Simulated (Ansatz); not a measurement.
## Geometry relaxation of Ta (part 2 of 2)

The same run, continued: Ta (2 atoms in the cell); DFT PBE, scalar-relativistic, plane waves, PAW, no spin polarisation (Ansatz 0.2.0); cutoff 420 eV, 16×16×16 k-mesh, Gaussian smearing of 0.1 eV. The structure derives from a Materials Project entry. It belongs to a series of runs on one base structure; here: uniaxial strain along a, b, c and atoms relaxed: +2.0 %.

Geometry of the input (Å; fractional positions):
```
3.3854  0.0000  0.0000
0.0000  3.3025  0.0000
0.0000  0.0000  3.3025
Ta 0.0000  0.0000  0.0000
Ta 0.5000  0.5000  0.5000
```

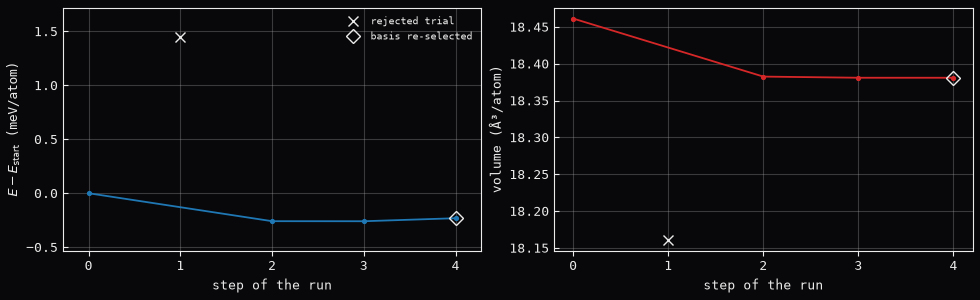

Figure 1. Progress of the relaxation, step by step (the first geometry is step 0 here and step 1 in the log). After 3 geometry steps the energy has fallen by 0.3 meV per atom. All forces vanish by symmetry, so only the cell relaxes. The pressure goes from −1.71 to −0.88 GPa. The line search rejected the trial step at point 1 (counted from 0) and went back. No atom moves by more than 0.005 Å relative to the cell. The volume changes by −0.4 %, with a = b 3.302 → 3.295 Å (−0.2 %), c stays at 3.385 Å. Among the contacts that change: Ta1–Ta2 2.884 → 2.880 Å. The space group stays I4/mmm (No. 139). A last SCF at the same geometry on a re-selected plane-wave basis shifts the energy by +0.0 meV per atom. (Atoms are counted from 1 in the order of the input.)

```
basis re-selected at this cell: Δ(F+E_penalty+E_count) = +5.545e-5 eV, ΔP = -0.002 GPa vs the last step (what re-selecting the basis moved, of the pressure what is left beyond the Pulay correction that the steps carried, after the strain that the cell walked since its last selection, with what the two solves' SCF thresholds leave and, on support functions, any second-order correction that the steps lacked; it is no measure of the basis error at this ecutwfc). This SCF's stress stands 2.21e-3 GPa from its target on what of the cell is left free (relax.cell.stress_tol is 1.50e-2 GPa) and its largest allowed force component is 1.52e-29 eV/Å (relax.f_tol is 8.00e-3 eV/Å): within both
SCF converged after 8 iterations
Free energy (F): -19864.500428 eV
Harris-Foulkes:  -19864.500428 eV  (|F-HF|=3.64e-12)
Internal energy: -19864.485720 eV  (E = F + TS)
E sigma→0 (E₀):  -19864.493074 eV
Entropy (-TS):   -0.014709 eV (-7.354 meV/atom)
Fermi energy:    18.214060 eV
--- Per-component energies (eV) ---
  E_band       = -218.168068
  E_kinetic    = 730.835875
  E_local      = -1118.109685  (includes V_loc(G=0)·N_el)
  E_nonlocal   = 29.318614
  E_hartree    = 386.587301
  E_xc         = -436.552081
  E_vxc        = -407.606404  (∫ρ·V_xc dr)
  E_paw        = -16793.120208  (= ΣΔE_a)
  E_vpaw       = -225.781347  (= ΣTr[D̂ρ^β])
  E_aug_tail   = 0.000276  (compensation charges beyond the density's cutoff)
  E_ewald      = -2663.445812
  E_smearing   = -0.014709  (= −TS)
  E_closure    = 0.000000  (closes the sum)
  Σ components = -19864.500428   (vs F -19864.500428, Δ=0.00e0)
--- Forces (eV/Å), atoms counted from 1 ---
  atom   1  Ta     0.00000000     0.00000000    -0.00000000
  atom   2  Ta    -0.00000000    -0.00000000     0.00000000
  max |Σ_I F_I| component: 5.13e-30 eV/Å
--- Stress (GPa, compression-positive) ---
       -2.624573      -0.000000       0.000000
       -0.000000      -0.002206      -0.000000
        0.000000      -0.000000      -0.002206
  P = ⅓ Tr σ = -0.8763 GPa (-8.763 kbar)
--- Band table (eV; the first three rows and the last of 405) ---
  k-point 0: bands = ["-48.9149", "-48.7303", "-15.7002", "-15.6372", "-15.6372", "-14.8922", "-14.8882", "-14.8882", "10.3931", "14.4894", "14.5689", "18.8458", "18.8458", "19.1734", "21.9184", "22.3689", "24.8204"]
  k-point 1: bands = ["-48.9129", "-48.7318", "-15.6922", "-15.6384", "-15.6297", "-14.9045", "-14.8997", "-14.8950", "10.4800", "14.5418", "14.6311", "18.8289", "18.8872", "19.1550", "21.9039", "22.2895", "24.2383"]
  k-point 2: bands = ["-48.9068", "-48.7362", "-15.6685", "-15.6411", "-15.6075", "-14.9518", "-14.9217", "-14.9153", "10.7367", "14.6897", "14.8141", "18.7857", "19.0109", "19.1075", "21.6379", "22.3006", "23.2448"]
  k-point 404: bands = ["-48.8017", "-48.8017", "-15.4524", "-15.4524", "-15.4524", "-15.4524", "-15.4305", "-15.4305", "16.8957", "16.8957", "17.0477", "17.0477", "17.0477", "17.0477", "23.0317", "23.0317", "23.3223"]
--- Relaxed structure (4 steps of the walk, 3 accepted, 1 SCFs on fresh bases) ---
  F+E_penalty+E_count = -19864.50042843 eV   max|allowed force component| = 1.519e-29 eV/Å   (the final SCF, on the basis selected at the relaxed cell)
  cell:  # Å, volume = 36.7620 Å³
    - [3.385443639, -1.5049844498581451e-127, -7.074648053814755e-129]
    - [-1.4680975760779596e-127, 3.2952743657558314, 0.0]
    - [-6.901249817158625e-129, 0.0, 3.2952743657558314]
  atoms:
    - { symbol: Ta, position: [0.0, 0.0, 0.0] }
    - { symbol: Ta, position: [0.5, 0.5000000000000001, 0.5000000000000001] }
```

### Trajectory as extended XYZ (Å, eV, eV/Å), 5 frames, from step=1 to step=5
```
2
Lattice="3.3854 0.0000 0.0000 0.0000 3.3025 0.0000 0.0000 0.0000 3.3025" Properties=species:S:1:pos:R:3:forces:R:3 step=1 energy=-19864.49996 pressure_GPa=-1.71
Ta    0.0000    0.0000    0.0000    0.0000   0.0000   0.0000
Ta    1.6927    1.6512    1.6512    0.0000   0.0000   0.0000
2
Lattice="3.3854 0.0000 0.0000 0.0000 3.2755 0.0000 0.0000 0.0000 3.2755" Properties=species:S:1:pos:R:3:forces:R:3 step=2 energy=-19864.49707 pressure_GPa=1.50 accepted=F
Ta    0.0000    0.0000    0.0000    0.0000   0.0000   0.0000
Ta    1.6927    1.6378    1.6378    0.0000   0.0000   0.0000
2
Lattice="3.3854 0.0000 0.0000 0.0000 3.2954 0.0000 0.0000 0.0000 3.2954" Properties=species:S:1:pos:R:3:forces:R:3 step=3 energy=-19864.50048 pressure_GPa=-0.89
Ta    0.0000    0.0000    0.0000    0.0000   0.0000   0.0000
Ta    1.6927    1.6477    1.6477    0.0000   0.0000   0.0000
2
Lattice="3.3854 0.0000 0.0000 0.0000 3.2953 0.0000 0.0000 0.0000 3.2953" Properties=species:S:1:pos:R:3:forces:R:3 step=4 energy=-19864.50048 pressure_GPa=-0.87
Ta    0.0000    0.0000    0.0000    0.0000   0.0000   0.0000
Ta    1.6927    1.6476    1.6476    0.0000   0.0000   0.0000
2
Lattice="3.3854 0.0000 0.0000 0.0000 3.2953 0.0000 0.0000 0.0000 3.2953" Properties=species:S:1:pos:R:3:forces:R:3 step=5 energy=-19864.50043 pressure_GPa=-0.88
Ta    0.0000    0.0000    0.0000    0.0000   0.0000   0.0000
Ta    1.6927    1.6476    1.6476    0.0000   0.0000   0.0000
```

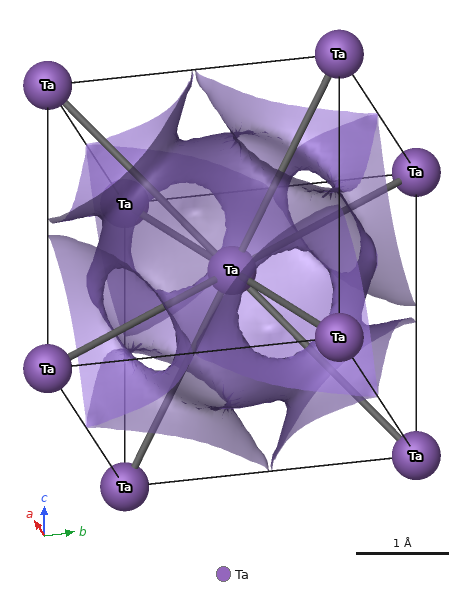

Figure 2. Isosurface of the ELF at 0.4 (purple), seen at an oblique angle. Only the valence region is drawn (cores and ρ < 0.01 e/Å³ removed). Sticks mark near contacts. The outline is the cell set on symmetry axes. The ELF exceeds this value in one network that runs through the whole crystal, counted in one cell of 2 atoms.  Values along the shortest contacts: Ta–Ta (2.88 Å): the ELF is about 0.30 at the midpoint; no shared electron pair. In a PAW calculation such maps are meaningful between the atoms, not at the nuclei.

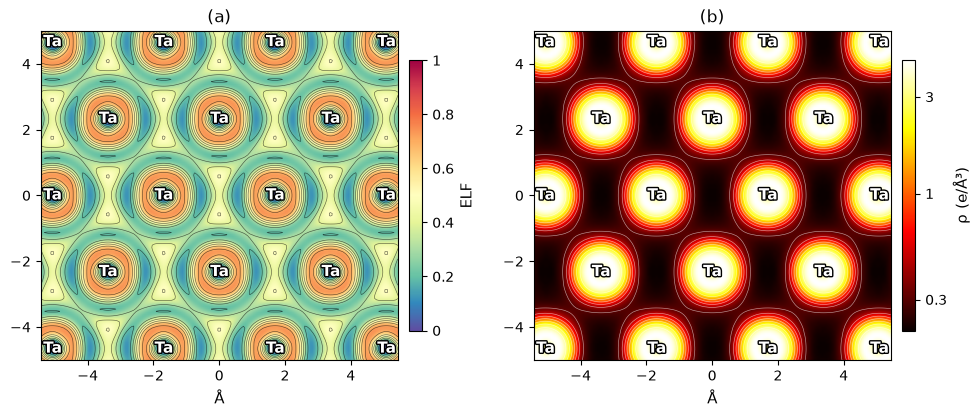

Figure 3. (a) ELF; (b) valence charge density (pseudo) on the (11̄0) plane of the conventional cell. Ta–Ta (2.88 Å): ρ is about 0.3 e/Å³ halfway; the ELF is about 0.30 at the midpoint; no localised pair between them. Away from the nuclei the density in this plane falls to 0.21 e/Å³ at its lowest. The strong features right at Ta lie inside the PAW spheres (semicore, d or f shells) and say nothing about bonding.

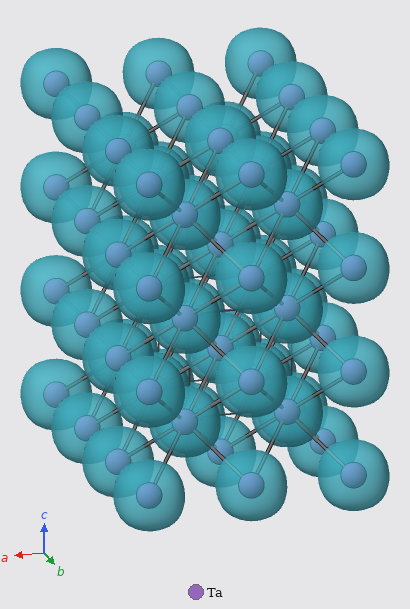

Figure 4. Isosurface of the valence electron density at 0.4 e/Å³ (cyan), seen at an oblique angle. Sticks mark near contacts. The outline is the cell set on symmetry axes. At this value the density breaks into separate islands; it holds about 75 % of the electrons treated as valence (semicore included). It is pinched off along the Ta–Ta (2.88 Å) contacts. On the grid the lowest density along these lines, outside the cores, is 0.3 e/Å³ (Ta–Ta, 2.88 Å).

### Key numbers

| quantity | value |
| --- | --- |
| outcome | converged |
| space group (tolerance 0.01 Å) | I4/mmm (139) |
| electrons treated | 26 |
| free energy | −19864.5004 eV |
| Fermi energy | 18.214 eV |
| gap on the k-point mesh | none (metallic) |
| pressure | −0.88 GPa |
| final volume | 36.76 Å³ |
| largest force (length of the vector) at the end | under 0.001 eV/Å |
| final cell | a = 3.385 Å, b = 3.295 Å, c = 3.295 Å, α = 90.00°, β = 90.00°, γ = 90.00° |
| hardware | 1 thread of Intel Xeon (Granite Rapids), 32 GiB of memory available, shared host |
| wall time | 33 s |
| peak memory | 0.57 GiB |

Spin–orbit coupling is left out, which matters for Ta.
